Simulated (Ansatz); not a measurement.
**Run report: Tl₁₁Br₁₂, geometry relaxation (part 3 of 3)**

Continued. System: Tl₁₁Br₁₂ (defect cell, 23 atoms in the cell). Method: DFT PBE+D3(BJ), scalar-relativistic, plane waves, PAW, no spin polarisation (Ansatz 0.2.0); cutoff 420 eV, 4×4×4 k-mesh, Gaussian smearing of 0.05 eV. The structure derives from a Materials Project entry. It belongs to a series of runs on one base structure; here: Tl vacancy after atom 6 has jumped, atoms relaxed.

Geometry of the input (Å; fractional positions):
```
0.0000  0.0000  9.9781
-6.5494  6.1930  4.9890
-6.5494  -6.1930  4.9890
Tl 0.3750  0.6123  0.3877
Tl 0.7083  0.2790  0.0544
Tl 0.2083  0.2790  0.0544
Tl 0.5417  0.9456  0.7210
Tl 0.0417  0.9456  0.7210
Tl 0.8750  0.6123  0.3877
Tl 0.1250  0.3877  0.6123
Tl 0.4583  0.0544  0.2790
Tl 0.9583  0.0544  0.2790
Tl 0.2917  0.7210  0.9456
Tl 0.7917  0.7210  0.9456
Br 0.6250  0.1344  0.8656
Br 0.1250  0.1344  0.8656
Br 0.4583  0.8011  0.5323
Br 0.9583  0.8011  0.5323
Br 0.2917  0.4677  0.1989
Br 0.7917  0.4677  0.1989
Br 0.8750  0.8656  0.1344
Br 0.3750  0.8656  0.1344
Br 0.7083  0.5323  0.8011
Br 0.2083  0.5323  0.8011
Br 0.5417  0.1989  0.4677
Br 0.0417  0.1989  0.4677
```

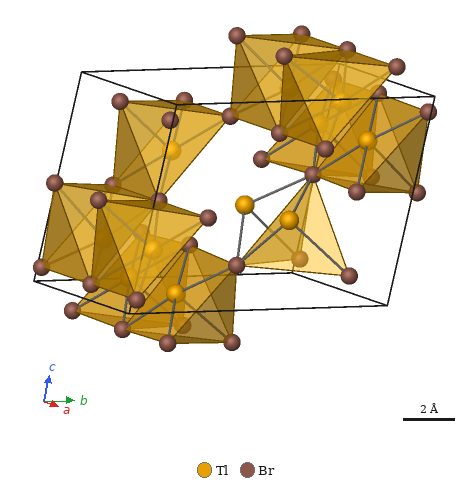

**Figure 1.** The geometry at step 5 of the log (polyhedral view of the cell of the calculation, seen slightly off an axis; polyhedra are completed across the faces of the cell).

Output, continued
```
  k-point 2: bands = ["-9.8605", "-9.7634", "-9.7155", "-9.6734", "-9.6643", "-9.6295", "-9.6164", "-9.6088", "-9.5862", "-9.5583", "-9.5502", "-9.4985", "-6.1897", "-6.1715", "-6.1515", "-6.1490", "-6.1403", "-6.1299", "-6.1272", "-6.1250", "-6.1208", "-6.1192", "-6.1058", "-6.1030", "-6.1005", "-6.0987", "-6.0878", "-6.0850", "-6.0844", "-6.0836", "-6.0740", "-6.0739", "-6.0652", "-6.0626", "-6.0563", "-6.0505", "-6.0487", "-6.0422", "-6.0356", "-6.0343", "-6.0304", "-6.0263", "-6.0251", "-6.0225", "-6.0135", "-6.0118", "-6.0090", "-6.0048", "-6.0044", "-6.0040", "-6.0017", "-5.9948", "-5.9917", "-5.9873", "-5.9810", "-5.9801", "-5.9753", "-5.9721", "-5.9710", "-5.9590", "-5.9590", "-5.9524", "-5.9418", "-5.9330", "-5.9319", "-5.9283", "-5.9212", "-1.3953", "-1.1717", "-1.0538", "-1.0340", "-0.9662", "-0.9125", "-0.6251", "-0.3288", "-0.2910", "-0.2352", "-0.1595", "1.2178", "1.2493", "1.5190", "1.5508", "1.7012", "1.7734", "1.8284", "1.9579", "2.0334", "2.0898", "2.1092", "2.2219", "2.2345", "2.2660", "2.2928", "2.3470", "2.3783", "2.3896", "2.4063", "2.4278", "2.4425", "2.5312", "2.5328", "2.6629", "2.7274", "2.7644", "2.8337", "2.8443", "2.9853", "3.1741", "3.2632", "3.2780", "3.3923", "3.5413", "3.5687", "3.7494", "6.6239", "7.0515", "7.2066", "7.2168", "7.3337", "7.3898", "7.5612", "7.6349", "7.8323", "7.9972", "8.2899", "8.3354", "8.5809", "8.6287", "8.6795", "8.7545", "8.8762", "8.8841", "8.9052", "8.9787", "9.0444", "9.0859", "9.1229"]
  k-point 17: bands = ["-9.8548", "-9.7294", "-9.7254", "-9.6962", "-9.6948", "-9.6167", "-9.6136", "-9.6016", "-9.5825", "-9.5671", "-9.5423", "-9.5018", "-6.1934", "-6.1656", "-6.1483", "-6.1442", "-6.1400", "-6.1368", "-6.1272", "-6.1249", "-6.1248", "-6.1195", "-6.1062", "-6.1015", "-6.0981", "-6.0945", "-6.0908", "-6.0864", "-6.0842", "-6.0808", "-6.0765", "-6.0737", "-6.0647", "-6.0520", "-6.0494", "-6.0476", "-6.0444", "-6.0383", "-6.0370", "-6.0350", "-6.0302", "-6.0256", "-6.0239", "-6.0227", "-6.0160", "-6.0113", "-6.0106", "-6.0077", "-6.0001", "-5.9984", "-5.9948", "-5.9903", "-5.9894", "-5.9828", "-5.9804", "-5.9803", "-5.9756", "-5.9734", "-5.9709", "-5.9664", "-5.9607", "-5.9594", "-5.9496", "-5.9470", "-5.9385", "-5.9321", "-5.9291", "-1.1265", "-1.1193", "-1.0765", "-1.0444", "-0.9980", "-0.7755", "-0.6812", "-0.5972", "-0.5594", "-0.3280", "-0.1099", "1.4968", "1.6142", "1.6485", "1.6699", "1.7195", "1.7708", "1.7710", "1.8083", "1.8382", "2.0116", "2.0118", "2.0205", "2.0295", "2.1837", "2.1882", "2.2527", "2.2687", "2.3761", "2.4400", "2.4768", "2.5662", "2.6090", "2.7147", "2.7400", "2.7704", "2.8282", "2.8575", "3.1282", "3.1326", "3.2395", "3.2525", "3.3082", "3.3340", "3.4099", "3.4711", "3.4858", "7.1965", "7.2968", "7.4259", "7.4445", "7.5372", "7.5939", "7.6279", "7.7244", "7.7517", "7.8809", "7.9622", "7.9630", "8.0947", "8.2712", "8.3230", "8.4429", "8.4605", "8.5563", "8.7463", "8.9055", "8.9632", "9.1423", "9.1437"]
--- Relaxed structure (7 steps of the walk, 7 accepted, 0 SCFs on fresh bases) ---
  F+E_penalty+E_count = -159307.99221409 eV   max|allowed force component| = 6.934e-3 eV/Å
  atoms:
    - { symbol: Tl, position: [0.3923874730349862, 0.5993626722908958, 0.400637327709104] }
    - { symbol: Tl, position: [0.7059292931987587, 0.28131628883223675, 0.04138316644906234] }
    - { symbol: Tl, position: [0.22137125151994208, 0.2813162888322368, 0.0413831664490624] }
    - { symbol: Tl, position: [0.5440707068012417, 0.9586168335509373, 0.7186837111677631] }
    - { symbol: Tl, position: [0.02862874848005792, 0.9586168335509376, 0.7186837111677634] }
    - { symbol: Tl, position: [0.8576125269650139, 0.599362672290896, 0.4006373277091042] }
    - { symbol: Tl, position: [0.125, 0.3739599824785459, 0.6260400175214541] }
    - { symbol: Tl, position: [0.4632194061384943, 0.050316681933972984, 0.27324450578903814] }
    - { symbol: Tl, position: [0.9485137210927652, 0.05846774223886369, 0.29450481557560526] }
    - { symbol: Tl, position: [0.3014862789072347, 0.7054951844243948, 0.9415322577611362] }
    - { symbol: Tl, position: [0.7867805938615058, 0.7267554942109621, 0.949683318066027] }
    - { symbol: Br, position: [0.6250000000000001, 0.1383154677447543, 0.8616845322552457] }
    - { symbol: Br, position: [0.12500000000000006, 0.1262798529903077, 0.8737201470096921] }
    - { symbol: Br, position: [0.4441505025321646, 0.8159439487627678, 0.545755046172903] }
    - { symbol: Br, position: [0.9558025811278152, 0.7986940544751452, 0.5397007832692234] }
    - { symbol: Br, position: [0.2941974188721846, 0.4602992167307763, 0.20130594552485465] }
    - { symbol: Br, position: [0.8058494974678354, 0.45424495382709673, 0.1840560512372321] }
    - { symbol: Br, position: [0.8853002879232418, 0.8702044017046007, 0.12979559829539944] }
    - { symbol: Br, position: [0.36469971207675833, 0.8702044017046006, 0.1297955982953993] }
    - { symbol: Br, position: [0.7144558814156758, 0.5395884900643705, 0.7973208639018353] }
    - { symbol: Br, position: [0.19863476461811813, 0.5395884900643708, 0.7973208639018357] }
    - { symbol: Br, position: [0.5355441185843244, 0.20267913609816435, 0.4604115099356292] }
    - { symbol: Br, position: [0.051365235381881924, 0.2026791360981644, 0.46041150993562924] }
```

Trajectory as extended XYZ (Å, eV, eV/Å), 4 of the 7 frames kept, from step=1 to step=7
```
23
Lattice="0.0000 0.0000 9.9781 -6.5494 6.1930 4.9890 -6.5494 -6.1930 4.9890" Properties=species:S:1:pos:R:3:forces:R:3 step=1 energy=-159307.78992
Tl   -6.5494    1.3910    8.7308    0.0000  -0.1686   0.1880
Tl   -2.1831    1.3910    8.7308    0.0551   0.1457  -0.0979
Tl   -2.1831    1.3910    3.7418    0.0551   0.1457   0.0979
Tl  -10.9157    1.3910   13.7198   -0.0551   0.1457   0.0979
Tl  -10.9157    1.3910    8.7308   -0.0551   0.1457  -0.0979
Tl   -6.5494    1.3910   13.7198    0.0000  -0.1686  -0.1880
Tl   -6.5494   -1.3910    6.2363    0.0000  -0.0893   0.0000
Tl   -2.1831   -1.3910    6.2363   -0.0632  -0.0202   0.0000
Tl   -2.1831   -1.3910   11.2253   -0.1912  -0.0558   0.0000
Tl  -10.9157   -1.3910   11.2253    0.1912  -0.0558   0.0000
Tl  -10.9157   -1.3910   16.2144    0.0632  -0.0202   0.0000
Br   -6.5494   -4.5283   11.2253    0.0000  -0.1034   0.0000
Br   -6.5494   -4.5283    6.2363    0.0000  -0.0635   0.0000
Br   -8.7326    1.6646   11.2253   -0.0186  -0.0068   0.0000
Br   -8.7326    1.6646   16.2144   -0.0111  -0.0283   0.0000
Br   -4.3663    1.6646    6.2363    0.0111  -0.0283   0.0000
Br   -4.3663    1.6646   11.2253    0.0186  -0.0068   0.0000
Br   -6.5494    4.5283   13.7198    0.0000   0.0614   0.0689
Br   -6.5494    4.5283    8.7308    0.0000   0.0614  -0.0689
Br   -8.7326   -1.6646   13.7198   -0.0577   0.0272   0.0770
Br   -8.7326   -1.6646    8.7308   -0.0577   0.0272  -0.0770
Br   -4.3663   -1.6646    8.7308    0.0577   0.0272  -0.0770
Br   -4.3663   -1.6646    3.7418    0.0577   0.0272   0.0770
23
Lattice="0.0000 0.0000 9.9781 -6.5494 6.1930 4.9890 -6.5494 -6.1930 4.9890" Properties=species:S:1:pos:R:3:forces:R:3 step=3 energy=-159307.96442
Tl   -6.5494    1.2447    8.9356    0.0000  -0.0052  -0.0296
Tl   -2.0932    1.4929    8.6637   -0.0084   0.0000   0.0028
Tl   -2.0932    1.4929    3.8089   -0.0084   0.0000  -0.0028
Tl  -11.0056    1.4929   13.7870    0.0084   0.0000  -0.0028
Tl  -11.0056    1.4929    8.6637    0.0084   0.0000   0.0028
Tl   -6.5494    1.2447   13.5151    0.0000  -0.0052   0.0296
Tl   -6.5494   -1.4707    6.2363    0.0000  -0.1138   0.0000
Tl   -2.1030   -1.3915    6.2363   -0.0165  -0.0401   0.0000
Tl   -2.3182   -1.4705   11.2253   -0.0082   0.0343   0.0000
Tl  -10.7807   -1.4705   11.2253    0.0082   0.0343   0.0000
Tl  -10.9959   -1.3915   16.2144    0.0165  -0.0401   0.0000
Br   -6.5494   -4.5036   11.2253    0.0000   0.0026   0.0000
Br   -6.5494   -4.6276    6.2363    0.0000   0.1063   0.0000
Br   -8.9652    1.6031   11.2253    0.0930   0.0933   0.0000
Br   -8.7862    1.6322   16.2144    0.0356  -0.0853   0.0000
Br   -4.3127    1.6322    6.2363   -0.0356  -0.0853   0.0000
Br   -4.1337    1.6031   11.2253   -0.0930   0.0933   0.0000
Br   -6.5494    4.5691   13.8905    0.0000  -0.0081  -0.0964
Br   -6.5494    4.5691    8.5601    0.0000  -0.0081   0.0964
Br   -8.7662   -1.5883   13.8125    0.0139   0.0068   0.0170
Br   -8.7662   -1.5883    8.6382    0.0139   0.0068  -0.0170
Br   -4.3327   -1.5883    8.6382   -0.0139   0.0068  -0.0170
Br   -4.3327   -1.5883    3.8344   -0.0139   0.0068   0.0170
23
Lattice="0.0000 0.0000 9.9781 -6.5494 6.1930 4.9890 -6.5494 -6.1930 4.9890" Properties=species:S:1:pos:R:3:forces:R:3 step=5 energy=-159307.98535
Tl   -6.5494    1.2220    8.8902    0.0000   0.0146   0.0060
Tl   -2.1037    1.4990    8.6613   -0.0162  -0.0194  -0.0152
Tl   -2.1037    1.4990    3.8113   -0.0162  -0.0194   0.0152
Tl  -10.9952    1.4990   13.7894    0.0162  -0.0194   0.0152
Tl  -10.9952    1.4990    8.6613    0.0162  -0.0194  -0.0152
Tl   -6.5494    1.2220   13.5605    0.0000   0.0146  -0.0060
Tl   -6.5494   -1.5952    6.2363    0.0000   0.0916   0.0000
Tl   -2.1069   -1.3775    6.2363   -0.0022  -0.0015   0.0000
Tl   -2.3132   -1.4706   11.2253    0.0018  -0.0103   0.0000
Tl  -10.7857   -1.4706   11.2253   -0.0018  -0.0103   0.0000
Tl  -10.9920   -1.3775   16.2144    0.0022  -0.0015   0.0000
Br   -6.5494   -4.4776   11.2253    0.0000   0.0157   0.0000
Br   -6.5494   -4.6238    6.2363    0.0000  -0.0535   0.0000
Br   -8.9216    1.6768   11.2253    0.0476  -0.0158   0.0000
Br   -8.7929    1.5757   16.2144    0.0476   0.0428   0.0000
Br   -4.3059    1.5757    6.2363   -0.0476   0.0428   0.0000
Br   -4.1773    1.6768   11.2253   -0.0476  -0.0158   0.0000
Br   -6.5494    4.6002   13.8185    0.0000  -0.0426   0.0155
Br   -6.5494    4.6002    8.6322    0.0000  -0.0426  -0.0155
Br   -8.7683   -1.5904   13.8049    0.0233   0.0125  -0.0092
Br   -8.7683   -1.5904    8.6458    0.0233   0.0125   0.0092
Br   -4.3306   -1.5904    8.6458   -0.0233   0.0125   0.0092
Br   -4.3306   -1.5904    3.8268   -0.0233   0.0125  -0.0092
23
Lattice="0.0000 0.0000 9.9781 -6.5494 6.1930 4.9890 -6.5494 -6.1930 4.9890" Properties=species:S:1:pos:R:3:forces:R:3 step=7 energy=-159307.99221
Tl   -6.5494    1.2307    8.9043    0.0000  -0.0020   0.0002
Tl   -2.1135    1.4859    8.6538    0.0009  -0.0042  -0.0037
Tl   -2.1135    1.4859    3.8188    0.0009  -0.0042   0.0037
Tl  -10.9854    1.4859   13.7969   -0.0009  -0.0042   0.0037
Tl  -10.9854    1.4859    8.6538   -0.0009  -0.0042  -0.0037
Tl   -6.5494    1.2307   13.5464    0.0000  -0.0020  -0.0002
Tl   -6.5494   -1.5611    6.2363    0.0000  -0.0069   0.0000
Tl   -2.1191   -1.3806    6.2363   -0.0001  -0.0060   0.0000
Tl   -2.3118   -1.4618   11.2253    0.0019  -0.0007   0.0000
Tl  -10.7871   -1.4618   11.2253   -0.0019  -0.0007   0.0000
Tl  -10.9797   -1.3806   16.2144    0.0001  -0.0060   0.0000
Br   -6.5494   -4.4798   11.2253    0.0000   0.0067   0.0000
Br   -6.5494   -4.6289    6.2363    0.0000   0.0012   0.0000
Br   -8.9184    1.6733   11.2253    0.0018   0.0040   0.0000
Br   -8.7657    1.6039   16.2144    0.0016   0.0040   0.0000
Br   -4.3331    1.6039    6.2363   -0.0016   0.0040   0.0000
Br   -4.1805    1.6733   11.2253   -0.0018   0.0040   0.0000
Br   -6.5494    4.5853   13.8226    0.0000   0.0024  -0.0022
Br   -6.5494    4.5853    8.6280    0.0000   0.0024   0.0022
Br   -8.7560   -1.5961   13.7988    0.0009   0.0032   0.0022
Br   -8.7560   -1.5961    8.6519    0.0009   0.0032  -0.0022
Br   -4.3429   -1.5961    8.6519   -0.0009   0.0032  -0.0022
Br   -4.3429   -1.5961    3.8207   -0.0009   0.0032   0.0022
```

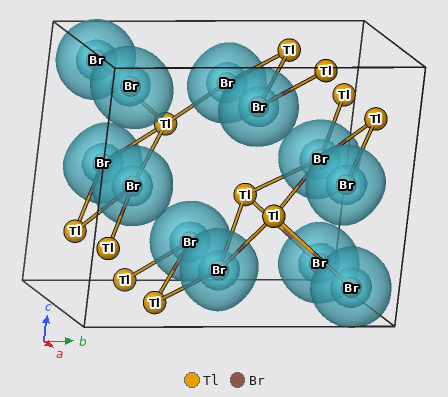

**Figure 2.** Isosurface of the ELF at 0.75 (cyan), seen slightly off an axis. Only the valence region is drawn (cores and ρ < 0.01 e/Å³ removed). Sticks mark near contacts. The outline is the calculation cell. Along the contacts the grid gives the following. Tl–Br (3.07 Å): the ELF peaks at about 0.90 in the valence shell of Br, 0.9 Å from its nucleus, and drops to about 0.15 between the two atoms (no shared pair; the contact is polar). Tl–Br (3.12 Å): the ELF peaks at about 0.90 in the valence shell of Br, 0.9 Å from its nucleus, and drops to about 0.15 between the two atoms; no shared pair; the contact is polar. In a PAW calculation such maps are meaningful between the atoms, not at the nuclei.

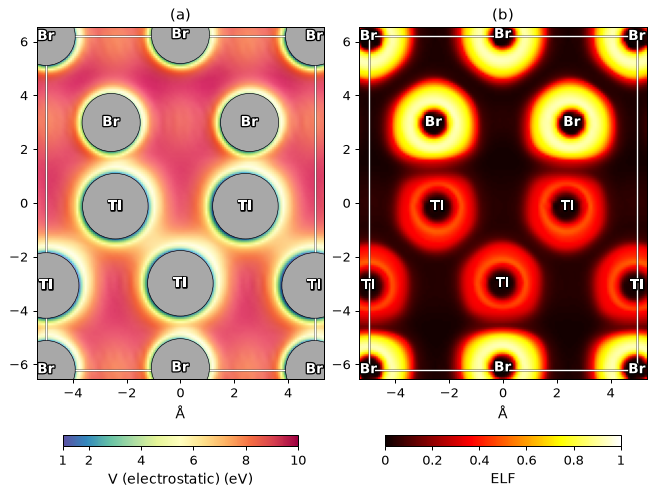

**Figure 3.** (a) electrostatic potential energy of an electron; (b) ELF on the (011) plane of the calculation cell. Grey discs, where drawn, cover atomic cores. The section cuts through Tl and Br sites. Tl–Br (3.12 Å): the ELF peaks at about 0.90 in the valence shell of Br, 0.9 Å from its nucleus, and drops to about 0.15 between the two atoms (a polar contact without a shared pair, in a metal). Outside the cores the potential energy rises away from the atoms and is highest about 2.1 Å from the nearest atoms; outside the discs it spans about 8 eV, and its zero is arbitrary.
